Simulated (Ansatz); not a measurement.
# Run report: Ge₁₀₉Sn₁₉, single-point calculation (part 2 of 2)

Continued. System: Ge₁₀₉Sn₁₉ (P1, 128 atoms in the cell). Method: DFT, r2SCAN, PAW, plane waves (Ansatz 0.2.0); cutoff 500 eV, 1×1×1 k-mesh, Fermi–Dirac smearing of 0.01 eV. The structure was built on a prototype by a generator.

### Output, continued
```
--- Forces (eV/Å), atoms counted from 1 ---
  atom   1  Ge     0.02291338     0.03758644    -0.08621627
  atom   2  Ge     0.02145263    -0.03545680    -0.06078958
  atom   3  Ge    -0.01257530     0.01482419    -0.00991989
  atom   4  Ge    -0.03667927     0.01453395    -0.05221336
  atom   5  Ge    -0.07792345    -0.08353637    -0.09606877
  atom   6  Ge    -0.00036604     0.01544969     0.00298397
  atom   7  Ge    -0.11705474    -0.04561752    -0.05562081
  atom   8  Ge    -0.18293624    -0.05036397    -0.09247035
  atom   9  Ge     0.02565366     0.03145951    -0.01140178
  atom  10  Ge    -0.07503147     0.00750551     0.04203187
  atom  11  Ge    -0.03745414     0.03085916    -0.01117375
  atom  12  Ge    -0.14450240    -0.11195525    -0.13543829
  atom  13  Ge     0.07493328     0.06399689     0.08264648
  atom  14  Ge     0.04879195     0.02093790     0.05860718
  atom  15  Ge     0.01017384     0.02513677     0.03641779
  atom  16  Ge     0.02199423    -0.01380615     0.02813900
  atom  17  Ge    -0.01550884    -0.02080348     0.04538713
  atom  18  Ge     0.01900366     0.00567287     0.04055506
  atom  19  Ge     0.08577227     0.05858279     0.08278933
  atom  20  Ge     0.07815764    -0.02819625     0.01942344
  atom  21  Ge     0.03501786     0.05136402     0.07949721
  atom  22  Ge     0.01596763    -0.03703766     0.01374587
  atom  23  Ge     0.10236128     0.01582528     0.00807774
  atom  24  Ge     0.02160734     0.01668290     0.01950675
  atom  25  Ge     0.04444978    -0.03105251     0.03690412
  atom  26  Ge     0.04450410    -0.06892165     0.03246614
  atom  27  Ge    -0.13146343    -0.05877077    -0.09973291
  atom  28  Ge    -0.05985057     0.05062860    -0.01307677
  atom  29  Ge    -0.01279975    -0.01730931    -0.05961174
  atom  30  Ge     0.02841552     0.05775825    -0.00847152
  atom  31  Ge     0.01487469    -0.03497838     0.01669180
  atom  32  Ge    -0.02157109     0.12041053    -0.02650386
  atom  33  Ge    -0.16130635    -0.03631693    -0.04989107
  atom  34  Ge    -0.04603464    -0.05453722    -0.03460894
  atom  35  Ge    -0.01199120     0.03467691    -0.10061613
  atom  36  Ge    -0.08124468    -0.00689785    -0.02001507
  atom  37  Ge    -0.04650388    -0.05426543    -0.01788555
  atom  38  Ge    -0.05049718     0.01684210    -0.01571297
  atom  39  Ge    -0.07182667    -0.07282070    -0.00150750
  atom  40  Ge     0.02108971     0.01937766     0.06296298
  atom  41  Ge     0.00442361    -0.03479951     0.06679903
  atom  42  Ge     0.07377253     0.02065664     0.05168377
  atom  43  Ge     0.00624707    -0.03164534    -0.01171696
  atom  44  Ge     0.08819155     0.03746811     0.03017556
  atom  45  Ge     0.05060177     0.00290374     0.04552824
  atom  46  Ge    -0.01631764    -0.00426246    -0.03069459
  atom  47  Ge     0.06269150    -0.01818652     0.04066728
  atom  48  Ge     0.06436012    -0.00612485     0.12087916
  atom  49  Ge    -0.01896918     0.01674032    -0.06475369
  atom  50  Ge     0.08025392    -0.01583106     0.06847888
  atom  51  Ge     0.03492552     0.02181760     0.02340657
  atom  52  Ge     0.07947197    -0.01248172     0.10861699
  atom  53  Ge    -0.08534211    -0.07017399    -0.07662645
  atom  54  Ge    -0.02639265     0.04975870    -0.00171882
  atom  55  Ge    -0.04565516     0.01840377    -0.10084258
  atom  56  Ge    -0.07479956     0.03548692     0.00367326
  atom  57  Ge    -0.02173750    -0.00798427    -0.11273243
  atom  58  Ge    -0.00704429     0.01443227     0.08208989
  atom  59  Ge    -0.08685668    -0.03773705    -0.11250737
  atom  60  Ge    -0.11190197    -0.02083626     0.03350938
  atom  61  Ge    -0.02245910    -0.01235249    -0.07486449
  atom  62  Ge     0.00151635     0.00807759     0.04143568
  atom  63  Ge    -0.14309869    -0.02423781     0.00495568
  atom  64  Ge    -0.10155276    -0.00332069    -0.12664852
  atom  65  Ge     0.01284113     0.01951782     0.06786146
  atom  66  Ge    -0.01149012    -0.00946384    -0.06007546
  atom  67  Ge    -0.04015357    -0.02469592    -0.00972791
  atom  68  Ge     0.02489826    -0.00631368    -0.01219702
  atom  69  Ge     0.05247683     0.02288830     0.05049183
  atom  70  Ge     0.02980354     0.02466966     0.06454945
  atom  71  Ge     0.00736072    -0.02104875     0.04698535
  atom  72  Ge     0.10716276    -0.01485598     0.03680200
  atom  73  Ge     0.05306312     0.01297569     0.03384199
  atom  74  Ge     0.18038380     0.00517412     0.05462879
  atom  75  Ge    -0.01607702    -0.05367245    -0.00036141
  atom  76  Ge    -0.02847614     0.01214835    -0.03234698
  atom  77  Ge     0.02984639    -0.01472057     0.01294007
  atom  78  Ge    -0.01350363    -0.00689551    -0.06165377
  atom  79  Ge     0.05306706    -0.05159884     0.04282068
  atom  80  Ge     0.12193983     0.11165880     0.02931763
  atom  81  Ge    -0.07025361     0.01369794    -0.02022385
  atom  82  Ge    -0.03437760     0.04334233    -0.05884529
  atom  83  Ge     0.04056398    -0.00454239    -0.02426099
  atom  84  Ge    -0.06237504     0.02220515    -0.03160513
  atom  85  Ge    -0.04173615    -0.04504475    -0.02934306
  atom  86  Ge    -0.05968766    -0.05587461    -0.07426593
  atom  87  Ge    -0.07411628    -0.05816202    -0.11531526
  atom  88  Ge    -0.01266217     0.00939306    -0.02188719
  atom  89  Ge    -0.07357302    -0.04745300    -0.02429954
  atom  90  Ge    -0.05633474    -0.02898314    -0.04445527
  atom  91  Ge    -0.00723023     0.04135564    -0.02611115
  atom  92  Ge     0.00092226    -0.00777618     0.00408416
  atom  93  Ge    -0.03116578     0.05069145    -0.02094329
  atom  94  Ge    -0.09898591     0.02004470     0.04233139
  atom  95  Ge    -0.11230304     0.04099655    -0.02824589
  atom  96  Ge     0.01142872    -0.05807318     0.00598163
  atom  97  Ge     0.03785135    -0.00374065    -0.01322550
  atom  98  Ge     0.03974795    -0.04411785    -0.02188331
  atom  99  Ge     0.01700006     0.01032245    -0.00955812
  atom 100  Ge     0.11898451     0.04129934     0.11694483
  atom 101  Ge    -0.00858339    -0.02093222     0.04263700
  atom 102  Ge     0.08186726     0.01460777     0.01398052
  atom 103  Ge     0.09160886     0.08049098     0.06277540
  atom 104  Ge     0.14942999     0.04583047     0.13596823
  atom 105  Ge     0.01265379    -0.03878112    -0.02957230
  atom 106  Ge     0.03252043    -0.02121744    -0.02559576
  atom 107  Ge     0.07619888    -0.06169916     0.04071607
  atom 108  Ge     0.03175899    -0.00394741     0.07738167
  atom 109  Ge     0.07937725     0.12762038     0.09434213
  atom 110  Sn    -0.01351902     0.00680569    -0.00766103
  atom 111  Sn    -0.09099752    -0.00071754     0.03062628
  atom 112  Sn     0.03690554     0.04774315    -0.00070799
  atom 113  Sn    -0.05253678    -0.02532580    -0.02183473
  atom 114  Sn     0.06860103    -0.05665282    -0.01193135
  atom 115  Sn     0.12077840     0.02781740     0.01028711
  atom 116  Sn     0.02262175     0.10207922     0.01595235
  atom 117  Sn    -0.13551759    -0.12102410    -0.10431649
  atom 118  Sn    -0.01115687     0.03577028    -0.01730744
  atom 119  Sn     0.02500176     0.00939966     0.03051585
  atom 120  Sn     0.04929922     0.07792543     0.05007247
  atom 121  Sn     0.08624149     0.03787313     0.03422970
  atom 122  Sn    -0.05055012     0.02819082    -0.10255785
  atom 123  Sn     0.01742481    -0.03791554     0.07178923
  atom 124  Sn     0.00967799    -0.01178893     0.07000513
  atom 125  Sn     0.09688941     0.04035817     0.06790113
  atom 126  Sn    -0.00160834     0.01704576    -0.04892555
  atom 127  Sn     0.07231051    -0.02443173    -0.01176768
  atom 128  Sn    -0.01788033     0.00628051     0.00556145
  max |Σ_I F_I| component: 7.57e-6 eV/Å
--- Band table (eV) ---
  k-point 0: bands = ["-17.2737", "-17.2706", "-17.2691", "-17.2661", "-17.2634", "-17.2623", "-17.2585", "-17.2584", "-17.2574", "-17.2565", ... 866 levels left out ..., "6.9948", "7.2191", "7.2371", "7.2670", "7.2890", "7.3256", "7.3359", "7.3408", "7.3715", "7.3766", "7.3895", "7.4122", "7.4409", "7.4662", "7.5236", "7.5432", "7.5882", "8.1185", "8.2289", "8.2452", "8.2648", "8.3920", "8.4907", "8.4973", "8.5989", "8.8227", "8.8658", "8.8984", "8.9117",
      "8.9444", "8.9914", "9.0591", "9.0695", "9.1482", "9.1594", "9.1759", "9.1960", "9.2274", "9.2556", "9.3886", "9.4114", "9.4253", "9.4362", "9.4508", "9.5169", "9.6298", "9.6534", "9.6624", "9.6931", "9.7063", "9.7135", "9.7295", "9.7440", "9.7613", "9.7686", "9.7838", "9.8010", "9.8138", "9.8212", "9.8299", "9.8497", "9.8593", "9.8716", "9.8970", "9.9015", "9.9489", "9.9622", "9.9928", "10.0253",
      "10.2062", "10.2480", "10.2920", "10.2973", "10.3209", "10.3483", "10.3689", "10.4013", "10.4268", "10.4636", "10.4747", "10.5021", "10.8697", "10.8881", "10.8935", "11.0245", "11.0572", "11.0700", "11.0811", "11.1084", "11.1213", "11.8212", "11.8291", "11.8460", "11.8606", "11.8752", "11.8880", "11.9012", "11.9073", "11.9223", "11.9322", "11.9379", "11.9537", "11.9727", "11.9841", "12.0092", "12.0276", "12.0413", "12.0518", "12.0866",
      "12.0981", "12.1119", "12.1182", "12.1282", "12.1450", "12.3278", "12.3551", "12.3635", "12.3784", "12.3920", "12.3978", "12.4170", "12.4222", "12.4306", "12.4324", "12.4654", "12.4874", "12.4924", "12.5026", "12.5239", "12.5367", "12.5419", "12.5621", "12.5835", "12.5855", "12.5898", "12.5934", "12.5992", "12.6172", "12.6313", "12.6403", "12.6525", "12.6697", "12.6801", "12.6903", "12.7009", "12.7311", "12.7348", "12.7524", "12.7735",
      "12.7823", "12.9696", "12.9850", "12.9926", "13.0055", "13.0192", "13.0371", "13.0481", "13.0641", "13.0720", "13.0789", "13.0926", "13.1127", "13.1238", "13.1280", "13.1347", "13.1494", "13.1541", "13.1569", "13.1706", "13.1934", "13.2067", "13.2095", "13.2223", "13.2373", "13.3127", "13.3252", "13.3383", "13.3635", "13.3972", "13.4111", "13.4324", "13.4479", "13.4582", "13.4805", "13.4932", "13.5050", "13.5116", "13.5320", "13.5358",
      "13.5510", "13.5697", "13.5910", "13.5998", "13.6068", "13.6243", "13.6407", "13.6539", "13.6660", "13.6776", "13.6825"]
--- Löwdin populations: 128 sites ---
  site symbol       q [e]
     0     Ge     14.0568
     1     Ge     14.1450
     2     Ge     14.0623
     3     Ge     14.0484
     4     Ge     13.9797
     5     Ge     14.0594
     6     Ge     13.9817
     7     Ge     13.9774
     8     Ge     13.9780
     9     Ge     13.9713
    10     Ge     14.0553
    11     Ge     14.0537
    12     Ge     13.9711
    13     Ge     13.9636
    14     Ge     14.0539
    15     Ge     14.0482
    16     Ge     14.1331
    17     Ge     14.0640
    18     Ge     14.0651
    19     Ge     14.0491
    20     Ge     13.9812
    21     Ge     13.9722
    22     Ge     13.9644
    23     Ge     13.9795
    24     Ge     14.0576
    25     Ge     14.0431
    26     Ge     13.9721
    27     Ge     14.0553
    28     Ge     14.0540
    29     Ge     13.9704
    30     Ge     14.0556
    31     Ge     14.0550
    32     Ge     14.1311
    33     Ge     13.9800
    34     Ge     14.1449
    35     Ge     13.9659
    36     Ge     13.9836
    37     Ge     13.9746
    38     Ge     13.9704
    39     Ge     14.1410
    40     Ge     14.0527
    41     Ge     13.9750
    42     Ge     13.9684
    43     Ge     13.9796
    44     Ge     14.0646
    45     Ge     13.9746
    46     Ge     14.0456
    47     Ge     14.0503
    48     Ge     13.9682
    49     Ge     13.9775
    50     Ge     14.0584
    51     Ge     14.0640
    52     Ge     14.0668
    53     Ge     13.9620
    54     Ge     13.9693
    55     Ge     14.0471
    56     Ge     14.0516
    57     Ge     13.9638
    58     Ge     14.0573
    59     Ge     14.1340
    60     Ge     13.9726
    61     Ge     13.9712
    62     Ge     14.2170
    63     Ge     13.9734
    64     Ge     13.9772
    65     Ge     13.9716
    66     Ge     14.0446
    67     Ge     14.0563
    68     Ge     14.0580
    69     Ge     13.9820
    70     Ge     14.0491
    71     Ge     14.0443
    72     Ge     13.9865
    73     Ge     14.0580
    74     Ge     13.9716
    75     Ge     13.9731
    76     Ge     14.0577
    77     Ge     13.9796
    78     Ge     14.0520
    79     Ge     13.9777
    80     Ge     13.9843
    81     Ge     14.0568
    82     Ge     13.9762
    83     Ge     13.9688
    84     Ge     14.0434
    85     Ge     13.9870
    86     Ge     13.9683
    87     Ge     13.9644
    88     Ge     14.0458
    89     Ge     13.9845
    90     Ge     14.0598
    91     Ge     14.0536
    92     Ge     14.0563
    93     Ge     14.0507
    94     Ge     14.0401
    95     Ge     13.9634
    96     Ge     13.9670
    97     Ge     14.0614
    98     Ge     14.0555
    99     Ge     13.9730
   100     Ge     13.9645
   101     Ge     14.0462
   102     Ge     13.9795
   103     Ge     13.9662
   104     Ge     13.9797
   105     Ge     13.9695
   106     Ge     14.0499
   107     Ge     14.0402
   108     Ge     14.0444
   109     Sn     13.6752
   110     Sn     13.7677
   111     Sn     13.6833
   112     Sn     13.7698
   113     Sn     13.6795
   114     Sn     13.6630
   115     Sn     13.6798
   116     Sn     13.7633
   117     Sn     13.7638
   118     Sn     13.6887
   119     Sn     13.6735
   120     Sn     13.7515
   121     Sn     13.6876
   122     Sn     13.7584
   123     Sn     13.6739
   124     Sn     13.7597
   125     Sn     13.8450
   126     Sn     13.8402
   127     Sn     13.7750
  spilling = 0.001578 (of n_electrons = 1792.000000)
```

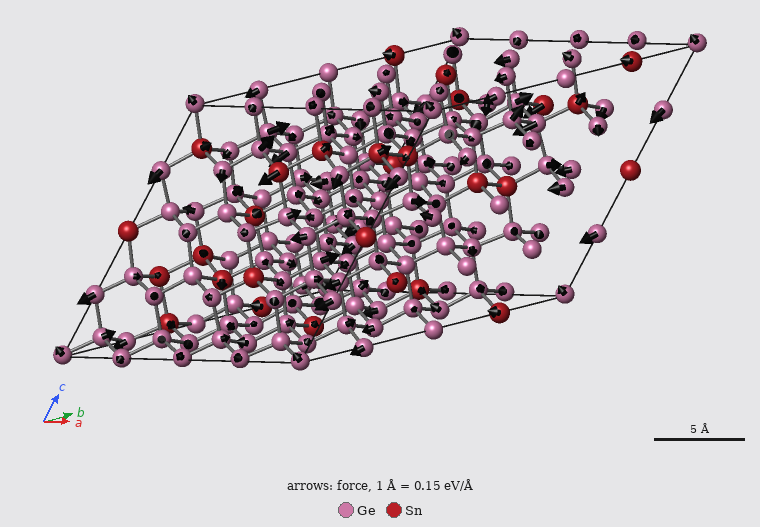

**Figure 1.** Forces on the atoms as black arrows (ball-and-stick view of the cell of the calculation, seen at an oblique angle); the smallest are left out. The largest act on Ge12 (0.23 eV/Å); Ge8 (0.21 eV/Å); Sn117 (0.21 eV/Å); Ge104 (0.21 eV/Å), among others. Atoms are counted from 1 in the order of the input and aren't labelled in the picture. The geometry is not a stationary point of this energy.
